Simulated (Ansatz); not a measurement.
Run report: Si, single-point calculation

Si (slab, 4 atoms in the cell), computed with DFT PBE, scalar-relativistic, plane waves, PAW, PAW set soft_1, no spin polarisation (Ansatz 0.2.0).

The structure derives from an entry of the Crystallography Open Database. Figures and captions count atoms from 1; the log counts them from 0 in places.

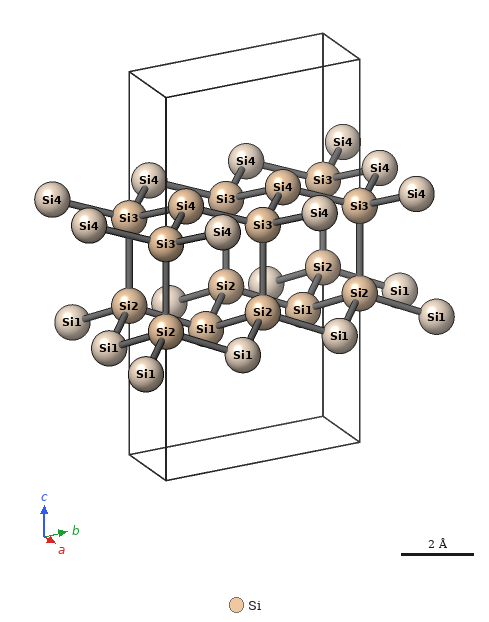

Fig. 1: The structure (ball-and-stick view of the 1 × 2 repeat of the cell, with the vacuum cut short, seen slightly off an axis; neighbours outside the cell are drawn fainter; atoms are numbered from 1 in the order of the input). Near neighbours in the crystal (not all of them lie inside the picture): Si has 3 Si at 2.33 to 2.37 Å; Si has 4 Si at 2.33 to 2.50 Å.

### Input file
```yaml
crystal:
  lattice:
    - [3.8675355481, 0.0, 0.0]
    - [-1.9337677741, 3.3493840347, 0.0]
    - [0.0, 0.0, 19.4372968034]
  atoms:
    - { symbol: Si, position: [0.3333333333, 0.6666666667, 0.2057899326] }
    - { symbol: Si, position: [0.0, 0.0, 0.2464055283] }
    - { symbol: Si, position: [0.0, 0.0, 0.3748662348] }
    - { symbol: Si, position: [0.6666666667, 0.3333333333, 0.4083539436] }
basis:
  ecutwfc: 420
kpoints:
  mp_grid: { grid: [9, 9, 1] }
hamiltonian:
  xc: pbe
  pseudopotentials: { kind: paw, azcp: { folder: soft_1 } }
scf:
  occupations: { method: gaussian, width: 0.05 }
output:
  forces: true
  eigenvalues: true
efield:
  axis: 3
  dipole_correction: true
  ramp_width: 0.04
```

Hardware: 1 thread of Arm Neoverse V1, 24 GiB of memory available, shared host.

Command:
```bash
ansatz run input.yaml --threads 1 --pin off --max-ram 3072MiB --backend cpu --events-out ev --progress --plain --runs-dir out
```

### Output
```
Engine: ansatz 0.2.0, aarch64-unknown-linux-gnu
Pseudopotentials: kind: paw
Pseudopotential: Si, paw, valence charge 4, recommended cutoff 420 eV (normal), [file]
Functional definition: PBE
  parameter kappa = 0.804
  parameter beta = 0.06672455060314922
  exchange = pbe_x(kappa = kappa, mu = beta*pi^2/3)
  correlation = pbe_c(beta = beta)
Crystal: 4 atoms, lattice volume = 251.788 Å³
Basis set: ecut = 420 eV, 4949 PW (Γ), exchange–correlation on 54×54×270 points (8 copies of the dense FFT grid, shifted against one another)
Bands: 12, of which v1, the nominal top of the filled ones, is band 8 counted from 1 (7 counted from 0)
Symmetry: 6 space group operations
Space group: P3m1 (ITA 156), of the structure as read, at distance tolerance 6.3e-5 Å
k-points: 12 of 81 (time reversal used)
Non-local potential: Si, projectors of the file, l = 0: 2, l = 1: 2, l = 2: 1
PAW form: soft (Blöchl's): semilocal exchange-correlation on the pseudo side does not see the compensation charge
PAW one-centre angular grid: Si, 110 points (default); XC on 64 Gauss nodes
Initial density: superposition of atomic densities (neutral atoms: chi_scale 0, normalization atom)
Initial wavefunctions: pseudopotential atomic-orbital guess
Functional: x = pbe(κ = 0.804, μ = 0.2195149727645171), c = pbe(β = 0.06672455060314922)
SCF iter   1: F=—  HF=-2541.644971 eV  |F-HF|=—  |Δ(HF+E_count)|=         —  Δρ=2.38e-2  dr2=1.87e0  ethr=3.10e-3  p=0.000 e·Å  D=2.16e-8 V/Å  ΔV_dip=-0.00 eV  dr2_dipole=2.97e-2  V_vac-E_F(+/−)=6.19/6.19 eV  ⟨swp⟩=10.1  Hψ=1397  notcnv=0
efield: sawtooth ramp at fractional position 0.7871 (placed from the atoms, in the widest stretch of the axis that holds none; the zero of the levels goes with the place), width 0.0400; the density the first Hamiltonian is built on has a dipole p = 0.000 e·Å; the dipole correction subtracts the counter field D = 2.16e-8 V/Å, which shifts the + side's vacuum level by -0.00 eV against the − side's; the planar-averaged density in the ramp window peaks in size at 1.0e-7 e/Å³
preconditioner: auto → LDOS  [insulator: Δε(μ)=0.292 eV  Ē_g=7.311 eV  σ=0.050 eV  W_gap=0.63  n_scr=10 (ndim 8)  ℏωp=9.4 eV  f_vac=0.549  D(μ)=1.87/eV (n_scr^D=6)  ε∞_Penn≈2.6  β→1.0]
SCF iter   2: F=—  HF=-2541.180587 eV  |F-HF|=—  |Δ(HF+E_count)|=   4.64e-1  Δρ=5.59e-3  dr2=1.19e-1  ethr=3.10e-3  p=0.017 e·Å  D=1.22e-2 V/Å  ΔV_dip=-0.24 eV  dr2_dipole=1.30e-2  V_vac-E_F(+/−)=4.90/5.14 eV  ⟨swp⟩=3.0  Hψ=441  notcnv=0
SCF iter   3: F=—  HF=-2541.177626 eV  |F-HF|=—  |Δ(HF+E_count)|=   2.96e-3  Δρ=1.55e-3  dr2=1.93e-2  ethr=7.42e-4  p=0.010 e·Å  D=7.44e-3 V/Å  ΔV_dip=-0.14 eV  dr2_dipole=1.51e-3  V_vac-E_F(+/−)=4.93/5.07 eV  ⟨swp⟩=2.9  Hψ=299  notcnv=0
SCF iter   4: F=—  HF=-2541.173560 eV  |F-HF|=—  |Δ(HF+E_count)|=   4.07e-3  Δρ=3.49e-4  dr2=1.32e-3  ethr=1.21e-4  p=0.011 e·Å  D=7.65e-3 V/Å  ΔV_dip=-0.15 eV  dr2_dipole=1.51e-6  V_vac-E_F(+/−)=4.88/5.02 eV  ⟨swp⟩=2.8  Hψ=300  notcnv=0
SCF iter   5: F=—  HF=-2541.173557 eV  |F-HF|=—  |Δ(HF+E_count)|=   3.36e-6  Δρ=1.45e-4  dr2=1.11e-4  ethr=8.26e-6  p=0.010 e·Å  D=7.41e-3 V/Å  ΔV_dip=-0.14 eV  dr2_dipole=1.27e-5  V_vac-E_F(+/−)=4.83/4.97 eV  ⟨swp⟩=2.2  Hψ=214  notcnv=0
SCF iter   6: F=—  HF=-2541.173584 eV  |F-HF|=—  |Δ(HF+E_count)|=   2.72e-5  Δρ=5.33e-5  dr2=2.33e-5  ethr=6.94e-7  p=0.010 e·Å  D=6.89e-3 V/Å  ΔV_dip=-0.13 eV  dr2_dipole=5.16e-6  V_vac-E_F(+/−)=4.81/4.95 eV  ⟨swp⟩=2.4  Hψ=237  notcnv=0
SCF iter   7: F=—  HF=-2541.173604 eV  |F-HF|=—  |Δ(HF+E_count)|=   1.99e-5  Δρ=1.61e-5  dr2=1.57e-6  ethr=1.46e-7  p=0.010 e·Å  D=6.85e-3 V/Å  ΔV_dip=-0.13 eV  dr2_dipole=1.34e-7  V_vac-E_F(+/−)=4.81/4.94 eV  ⟨swp⟩=1.8  Hψ=201  notcnv=0
SCF iter   8: F=-2541.173605 eV  HF=-2541.173605 eV  |F-HF|=3.74e-9  |Δ(HF+E_count)|=   3.94e-7  Δρ=2.55e-6  dr2=3.41e-8  ethr=6.25e-10  p=0.009 e·Å  D=6.78e-3 V/Å  ΔV_dip=-0.13 eV  dr2_dipole=3.33e-9  V_vac-E_F(+/−)=4.81/4.94 eV  ⟨swp⟩=6.8  Hψ=1027  notcnv=0
SCF 1 converged in 8 iterations: F = -2541.173605 eV  dr2 = 3.41e-8
  greatest PAW one-centre occupation: 0.658 electrons in one spin orbital (limit 2), on the Si atom at site 0 (counted from 0), in its partial waves of l = 0
```

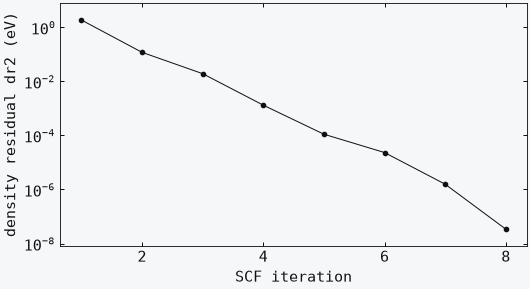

Fig. 2: Convergence of the self-consistent field: density residual dr2 against the SCF iteration. The residual falls at every step.

```
SCF converged after 8 iterations
Free energy (F): -2541.173605 eV
Harris-Foulkes:  -2541.173605 eV  (|F-HF|=3.74e-9)
Internal energy: -2541.171556 eV  (E = F + TS)
E sigma→0 (E₀):  -2541.172580 eV
Entropy (-TS):   -0.002049 eV (-0.512 meV/atom)
Fermi energy:    -1.381066 eV
Dipole field:    D = 0.006846 V/Å  (p = 0.009526 e·Å, saw-weighted, corrected)
Work function:   Φ+ = 4.8101 eV   Φ− = 4.9432 eV
Levels:          The Fermi level and band energies are counted from a zero that moves with the ramp; work functions are not
--- Per-component energies (eV) ---
  E_band       = -95.136776
  E_kinetic    = 156.603361
  E_local      = -2849.119427  (includes V_loc(G=0)·N_el)
  E_nonlocal   = 90.867193
  E_hartree    = 1349.198975
  E_xc         = -222.560381
  E_vxc        = -186.416405  (∫ρ·V_xc dr)
  E_paw        = -2045.323870  (= ΣΔE_a)
  E_vpaw       = -5.465275  (= ΣTr[D̂ρ^β])
  E_aug_tail   = 0.000159  (compensation charges beyond the density's cutoff)
  E_efield     = 0.000033  (sawtooth field / dipole correction)
  E_vefield    = -0.003729  (∫n·V_field dr)
  E_ewald      = 979.162400
  E_smearing   = -0.002049  (= −TS)
  E_closure    = 0.000000  (closes the sum)
  Σ components = -2541.173605   (vs F -2541.173605, Δ=0.00e0)
--- Forces (eV/Å), atoms counted from 1 ---
  atom   1  Si    -0.00000000     0.00000000     0.61633487
  atom   2  Si     0.00000000    -0.00000000    -0.61816211
  atom   3  Si    -0.00000000     0.00000000     0.00064527
  atom   4  Si     0.00000000    -0.00000000     0.00109230
  max |Σ_I F_I| component: 8.97e-5 eV/Å
--- Band table (eV; the first three rows and the last of 12) ---
  k-point 0: bands = ["-12.5248", "-11.3878", "-6.2484", "-2.7827", "-2.2479", "-2.2479", "-1.5268", "-1.5268", "-0.1029", "0.9234", "1.3711", "1.8985"]
  k-point 1: bands = ["-12.3832", "-11.2455", "-6.1904", "-3.2714", "-2.8622", "-2.5226", "-2.3187", "-1.7455", "0.0385", "1.2765", "1.6123", "2.2955"]
  k-point 2: bands = ["-11.9650", "-10.8257", "-6.2535", "-4.7237", "-4.1597", "-3.0365", "-2.2049", "-2.1990", "-0.3521", "0.8881", "1.3405", "3.1879"]
  k-point 11: bands = ["-9.7208", "-8.8195", "-8.4331", "-7.9916", "-5.4288", "-5.0165", "-3.4966", "-1.4216", "-1.3775", "1.8127", "2.6281", "2.6625"]
```

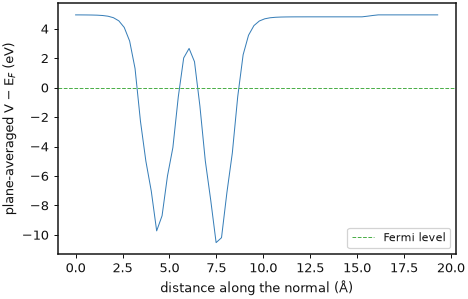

Fig. 3: Plane average of the electrostatic potential energy of an electron across the cell, from the Fermi level. The vacuum level lies 4.81 eV above the Fermi level on the upper side and 4.94 eV on the lower.

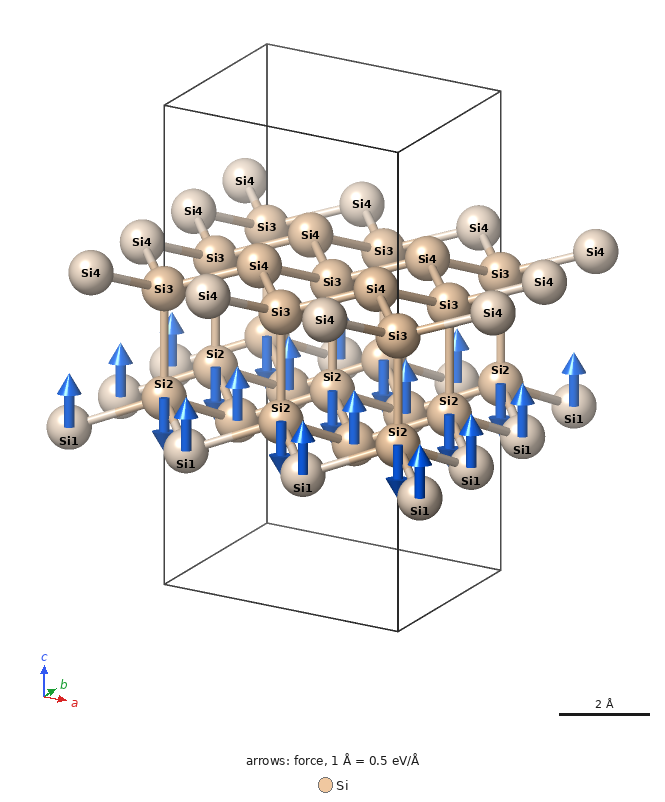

Fig. 4: Forces on the atoms as blue arrows (ball-and-stick view of the 2 × 2 repeat of the cell, with the vacuum cut short, seen slightly off an axis; neighbours outside the cell are drawn fainter; atoms are numbered from 1 in the order of the input); the smallest are left out. The largest act on Si1, Si2 (0.62 eV/Å). The geometry is not a stationary point of this energy.

### Summary

- outcome: converged
- electrons treated: 16
- free energy: −2541.1736 eV
- work function, top face: 4.81 eV
- work function, bottom face: 4.94 eV
- Fermi energy: −1.381 eV
- gap on the k-point mesh: 0.04 eV
- work function (upper face): 4.81 eV
- largest force (length of the vector): 0.618 eV/Å
- wall time: 4.1 s
- peak memory: 0.34 GiB
